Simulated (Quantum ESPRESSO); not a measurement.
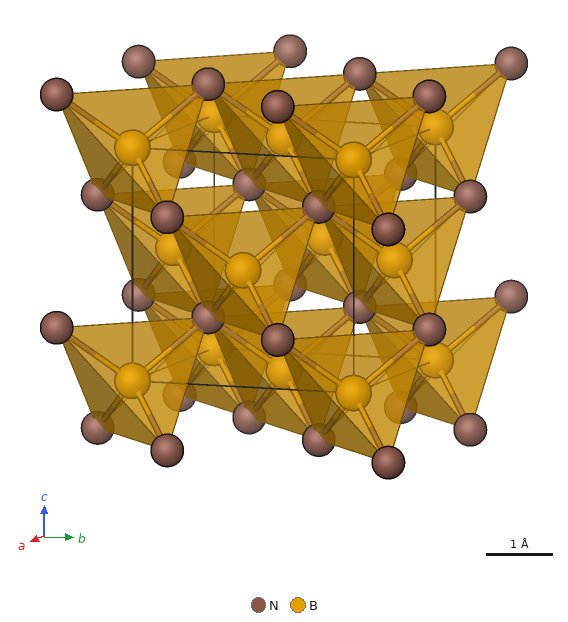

The input geometry (polyhedral view of the cell 4 times as large as that of the calculation, set on its symmetry axes, seen slightly off an axis; polyhedra are completed across the faces of the cell). An atom can appear more than once, as a periodic image.

**Band-structure run of BN (part 1 of 3)**

The run: band-structure run of BN (F-43m, 2 atoms in the cell). Method and program: Kohn-Sham DFT of a periodic cell, rev-vdW-DF2, PseudoDojo 0.4.1 SR PBE standard, no spin polarisation (Quantum ESPRESSO 7.5).

The structure derives from a Materials Project entry.

The program's output
```
This program is part of the open-source Quantum ESPRESSO suite
     for quantum simulation of materials; please cite
         "P. Giannozzi et al., J. Phys.:Condens. Matter 21 395502 (2009);
         "P. Giannozzi et al., J. Phys.:Condens. Matter 29 465901 (2017);
         "P. Giannozzi et al., J. Chem. Phys. 152 154105 (2020);
          URL
     in publications or presentations arising from this work. More details at

     IMPORTANT: XC functional enforced from input :
     Exchange-correlation= VDW-DF2-B86R
                           (   1   4  26   0   2   0   0)
     Any further DFT definition will be discarded
     Please, verify this is what you really want

     Message from routine setup:
     using ibrav=0 with symmetry is DISCOURAGED, use correct ibrav instead

     G-vector sticks info
     --------------------
     sticks:   dense  smooth     PW     G-vecs:    dense   smooth      PW
     Sum         547     547    163                 8363     8363    1459

     Using Slab Decomposition

     bravais-lattice index     =            0
     lattice parameter (alat)  =       4.8452  a.u.
     unit-cell volume          =      80.4305 (a.u.)^3
     number of atoms/cell      =            2
     number of atomic types    =            2
     number of electrons       =         8.00
     number of Kohn-Sham states=            9
     kinetic-energy cutoff     =      84.0000  Ry
     charge density cutoff     =     336.0000  Ry
     scf convergence threshold =      4.0E-10
     mixing beta               =       0.5000
     number of iterations used =            8  plain     mixing
     Exchange-correlation= VDW-DF2-B86R
                           (   1   4  26   0   2   0   0)

     celldm(1)=   4.845202  celldm(2)=   0.000000  celldm(3)=   0.000000
     celldm(4)=   0.000000  celldm(5)=   0.000000  celldm(6)=   0.000000

     crystal axes: (cart. coord. in units of alat)
               a(1) = (   0.000000   0.707107   0.707107 )
               a(2) = (   0.707107   0.000000   0.707107 )
               a(3) = (   0.707107   0.707107   0.000000 )

     reciprocal axes: (cart. coord. in units 2 pi/alat)
               b(1) = ( -0.707107  0.707107  0.707107 )
               b(2) = (  0.707107 -0.707107  0.707107 )
               b(3) = (  0.707107  0.707107 -0.707107 )

     PseudoPot. # 1 for N  read from file:
     N.upf
     Pseudo is Norm-conserving + core correction, Zval =  5.0
     Generated using ONCVPSP code by D. R. Hamann
     Using radial grid of 1058 points,  4 beta functions with:
                l(1) =   0
                l(2) =   0
                l(3) =   1
                l(4) =   1

     PseudoPot. # 2 for B  read from file:
     B.upf
     Pseudo is Norm-conserving + core correction, Zval =  3.0
     Generated using ONCVPSP code by D. R. Hamann
     Using radial grid of 1534 points,  4 beta functions with:
                l(1) =   0
                l(2) =   0
                l(3) =   1
                l(4) =   1

     atomic species   valence    mass     pseudopotential
     N                 5.00    14.00700     N ( 1.00)
     B                 3.00    10.81000     B ( 1.00)

     24 Sym. Ops. (no inversion) found

   Cartesian axes

     site n.     atom                  positions (alat units)
         1        N      tau(   1) = (   0.3535534   0.3535534   0.3535534  )
         2        B      tau(   2) = (   0.0000000   0.0000000   0.0000000  )

     number of k points=    84  Fermi-Dirac smearing, width (Ry)=  0.0037
                       cart. coord. in units 2pi/alat
        k(    1) = (   0.0000000   0.0000000   0.0000000), wk =   0.0009103
        k(    2) = (   0.0543928   0.0543928  -0.0543928), wk =   0.0072827
        k(    3) = (   0.1087857   0.1087857  -0.1087857), wk =   0.0072827
        k(    4) = (   0.1631785   0.1631785  -0.1631785), wk =   0.0072827
        k(    5) = (   0.2175713   0.2175713  -0.2175713), wk =   0.0072827
        k(    6) = (   0.2719641   0.2719641  -0.2719641), wk =   0.0072827
        k(    7) = (   0.3263570   0.3263570  -0.3263570), wk =   0.0072827
        k(    8) = (   0.1087857  -0.0000000   0.0000000), wk =   0.0054620
        k(    9) = (   0.1631785   0.0543928  -0.0543928), wk =   0.0218480
        k(   10) = (   0.2175713   0.1087857  -0.1087857), wk =   0.0218480
        k(   11) = (   0.2719641   0.1631785  -0.1631785), wk =   0.0218480
        k(   12) = (   0.3263570   0.2175713  -0.2175713), wk =   0.0218480
        k(   13) = (   0.3807498   0.2719641  -0.2719641), wk =   0.0218480
        k(   14) = (  -0.2719641  -0.3807498   0.3807498), wk =   0.0218480
        k(   15) = (  -0.2175713  -0.3263570   0.3263570), wk =   0.0218480
        k(   16) = (  -0.1631785  -0.2719641   0.2719641), wk =   0.0218480
        k(   17) = (  -0.1087857  -0.2175713   0.2175713), wk =   0.0218480
        k(   18) = (  -0.0543928  -0.1631785   0.1631785), wk =   0.0218480
        k(   19) = (   0.0000000  -0.1087857   0.1087857), wk =   0.0109240
        k(   20) = (   0.2175713  -0.0000000   0.0000000), wk =   0.0054620
        k(   21) = (   0.2719641   0.0543928  -0.0543928), wk =   0.0218480
        k(   22) = (   0.3263570   0.1087857  -0.1087857), wk =   0.0218480
        k(   23) = (   0.3807498   0.1631785  -0.1631785), wk =   0.0218480
        k(   24) = (   0.4351426   0.2175713  -0.2175713), wk =   0.0218480
        k(   25) = (  -0.2175713  -0.4351426   0.4351426), wk =   0.0218480
        k(   26) = (  -0.1631785  -0.3807498   0.3807498), wk =   0.0218480
        k(   27) = (  -0.1087857  -0.3263570   0.3263570), wk =   0.0218480
        k(   28) = (  -0.0543928  -0.2719641   0.2719641), wk =   0.0218480
        k(   29) = (   0.0000000  -0.2175713   0.2175713), wk =   0.0109240
        k(   30) = (   0.3263570   0.0000000  -0.0000000), wk =   0.0054620
        k(   31) = (   0.3807498   0.0543928  -0.0543928), wk =   0.0218480
        k(   32) = (   0.4351426   0.1087857  -0.1087857), wk =   0.0218480
        k(   33) = (   0.4895355   0.1631785  -0.1631785), wk =   0.0218480
        k(   34) = (  -0.1631785  -0.4895355   0.4895355), wk =   0.0218480
        k(   35) = (  -0.1087857  -0.4351426   0.4351426), wk =   0.0218480
        k(   36) = (  -0.0543928  -0.3807498   0.3807498), wk =   0.0218480
        k(   37) = (   0.0000000  -0.3263570   0.3263570), wk =   0.0109240
        k(   38) = (   0.4351426  -0.0000000   0.0000000), wk =   0.0054620
        k(   39) = (   0.4895355   0.0543928  -0.0543928), wk =   0.0218480
        k(   40) = (   0.5439283   0.1087857  -0.1087857), wk =   0.0218480
        k(   41) = (  -0.1087857  -0.5439283   0.5439283), wk =   0.0218480
        k(   42) = (  -0.0543928  -0.4895355   0.4895355), wk =   0.0218480
        k(   43) = (   0.0000000  -0.4351426   0.4351426), wk =   0.0109240
        k(   44) = (   0.5439283  -0.0000000   0.0000000), wk =   0.0054620
        k(   45) = (   0.5983211   0.0543928  -0.0543928), wk =   0.0218480
        k(   46) = (  -0.0543928  -0.5983211   0.5983211), wk =   0.0218480
        k(   47) = (   0.0000000  -0.5439283   0.5439283), wk =   0.0109240
        k(   48) = (   0.6527140   0.0000000  -0.0000000), wk =   0.0054620
        k(   49) = (  -0.0000000  -0.6527140   0.6527140), wk =   0.0109240
        k(   50) = (   0.2175713   0.1087857  -0.0000000), wk =   0.0218480
        k(   51) = (   0.2719641   0.1631785  -0.0543928), wk =   0.0436959
        k(   52) = (   0.3263570   0.2175713  -0.1087857), wk =   0.0436959
        k(   53) = (   0.3807498   0.2719641  -0.1631785), wk =   0.0436959
        k(   54) = (  -0.2719641  -0.3807498   0.4895355), wk =   0.0436959
        k(   55) = (   0.3263570   0.1087857  -0.0000000), wk =   0.0218480
        k(   56) = (   0.3807498   0.1631785  -0.0543928), wk =   0.0436959
        k(   57) = (   0.4351426   0.2175713  -0.1087857), wk =   0.0436959
        k(   58) = (  -0.2175713  -0.4351426   0.5439283), wk =   0.0436959
        k(   59) = (  -0.1631785  -0.3807498   0.4895355), wk =   0.0436959
        k(   60) = (  -0.1087857  -0.3263570   0.4351426), wk =   0.0436959
        k(   61) = (  -0.0543928  -0.2719641   0.3807498), wk =   0.0436959
        k(   62) = (   0.0000000  -0.2175713   0.3263570), wk =   0.0218480
        k(   63) = (   0.4351426   0.1087857   0.0000000), wk =   0.0218480
        k(   64) = (   0.4895355   0.1631785  -0.0543928), wk =   0.0436959
        k(   65) = (  -0.1631785  -0.4895355   0.5983211), wk =   0.0436959
        k(   66) = (  -0.1087857  -0.4351426   0.5439283), wk =   0.0436959
        k(   67) = (  -0.0543928  -0.3807498   0.4895355), wk =   0.0436959
        k(   68) = (   0.0000000  -0.3263570   0.4351426), wk =   0.0218480
        k(   69) = (   0.5439283   0.1087857   0.0000000), wk =   0.0218480
        k(   70) = (  -0.1087857  -0.5439283   0.6527140), wk =   0.0436959
        k(   71) = (  -0.0543928  -0.4895355   0.5983211), wk =   0.0436959
        k(   72) = (   0.0000000  -0.4351426   0.5439283), wk =   0.0218480
        k(   73) = (  -0.0543928  -0.5983211   0.7071068), wk =   0.0218480
        k(   74) = (   0.0000000  -0.5439283   0.6527140), wk =   0.0218480
        k(   75) = (   0.4351426   0.2175713  -0.0000000), wk =   0.0218480
        k(   76) = (  -0.2175713  -0.4351426   0.6527140), wk =   0.0436959
        k(   77) = (  -0.1631785  -0.3807498   0.5983211), wk =   0.0436959
        k(   78) = (  -0.1631785  -0.4895355   0.7071068), wk =   0.0218480
        k(   79) = (  -0.1087857  -0.4351426   0.6527140), wk =   0.0436959
        k(   80) = (  -0.0543928  -0.3807498   0.5983211), wk =   0.0436959
        k(   81) = (   0.0000000  -0.3263570   0.5439283), wk =   0.0218480
        k(   82) = (  -0.0543928  -0.4895355   0.7071068), wk =   0.0218480
        k(   83) = (   0.0000000  -0.4351426   0.6527140), wk =   0.0218480
        k(   84) = (  -0.0543928  -0.3807498   0.7071068), wk =   0.0218480

     Dense  grid:     8363 G-vectors     FFT dimensions: (  30,  30,  30)

     Initial potential from superposition of free atoms

     starting charge       7.9997, renormalised to       8.0000

     %%%%%%%%%%%%%%%%%%%%%%%%%%%%%%%%%%%%%%%%%%%%%%%%%%%%%%%%%%%%%%%%%%%%%%%%
     %                                                                      %
     % You are using vdW-DF, which was implemented by the Thonhauser group. %
     % Please cite the following two papers that made this development      %
     % possible and the two reviews that describe the various versions:     %
     %                                                                      %
     %   T. Thonhauser et al., PRL 115, 136402 (2015).                      %
     %   T. Thonhauser et al., PRB 76, 125112 (2007).                       %
     %   K. Berland et al., Rep. Prog. Phys. 78, 066501 (2015).             %
     %   D.C. Langreth et al., J. Phys.: Condens. Matter 21, 084203 (2009). %
     %                                                                      %
     % If you are calculating stress with vdW-DF, please also cite:         %
     %                                                                      %
     %   R. Sabatini et al., J. Phys.: Condens. Matter 24, 424209 (2012).   %
     %                                                                      %
     %%%%%%%%%%%%%%%%%%%%%%%%%%%%%%%%%%%%%%%%%%%%%%%%%%%%%%%%%%%%%%%%%%%%%%%%

     %%%%%%%%%%%%%%%%%%%%%%%%%%%%%%%%%%%%%%%%%%%%%%%%%%%%%%%%%%%%%%%%%%%%%%%%
     %                                                                      %
     %  vdW-DF NEWS:                                                        %
     %                                                                      %
     %  * vdW-DF3 is now available. DOI: 10.1021/acs.jctc.0c00471           %
     %    use with input_dft = 'vdW-DF3-opt1' or 'vdW-DF3-opt2'             %
     %                                                                      %
     %  * Unscreened and range-separated hybrid vdW-DF-cx functionals       %
     %    DOI: 10.1063/1.4986522 and 10.1088/1361-648X/ac2ad2               %
     %    use with input_dft = 'vdW-DF-cx0'    and 'vdW-DF-ahcx'            %
     %  * Unscreened and range-separated hybrid vdW-DF2-b86r functionals    %
     %    DOI: 10.1063/1.4986522 and DOI: 10.1103/PhysRevX.12.041003        %
     %    use with input_dft = 'vdW-DF2-br0' and 'vdW-DF2-ahbr'             %
     %                                                                      %
     %%%%%%%%%%%%%%%%%%%%%%%%%%%%%%%%%%%%%%%%%%%%%%%%%%%%%%%%%%%%%%%%%%%%%%%%

     Starting wfcs are    8 randomized atomic wfcs +    1 random wfcs

     Self-consistent Calculation

     iteration #  1     ecut=    84.00 Ry     beta= 0.50
     Davidson diagonalization with overlap
     ethr =  1.00E-02,  avg # of iterations =  5.2

     total energy              =     -26.81643242 Ry
     estimated scf accuracy    <       0.21791497 Ry

     iteration #  2     ecut=    84.00 Ry     beta= 0.50
     Davidson diagonalization with overlap
     ethr =  2.72E-03,  avg # of iterations =  1.1

     total energy              =     -26.85578255 Ry
     estimated scf accuracy    <       0.02147165 Ry

     iteration #  3     ecut=    84.00 Ry     beta= 0.50
     Davidson diagonalization with overlap
     ethr =  2.68E-04,  avg # of iterations =  1.0

     total energy              =     -26.85750617 Ry
     estimated scf accuracy    <       0.00331135 Ry

     iteration #  4     ecut=    84.00 Ry     beta= 0.50
     Davidson diagonalization with overlap
     ethr =  4.14E-05,  avg # of iterations =  1.4

     total energy              =     -26.85767053 Ry
     estimated scf accuracy    <       0.00005162 Ry

     iteration #  5     ecut=    84.00 Ry     beta= 0.50
     Davidson diagonalization with overlap
     ethr =  6.45E-07,  avg # of iterations =  3.2

     total energy              =     -26.85768088 Ry
     estimated scf accuracy    <       0.00000685 Ry

     iteration #  6     ecut=    84.00 Ry     beta= 0.50
     Davidson diagonalization with overlap
     ethr =  8.56E-08,  avg # of iterations =  1.0

     total energy              =     -26.85768203 Ry
     estimated scf accuracy    <          7.5E-09 Ry

     iteration #  7     ecut=    84.00 Ry     beta= 0.50
     Davidson diagonalization with overlap
     ethr =  9.39E-11,  avg # of iterations =  3.6

     total energy              =     -26.85768205 Ry
     estimated scf accuracy    <       0.00000001 Ry
```
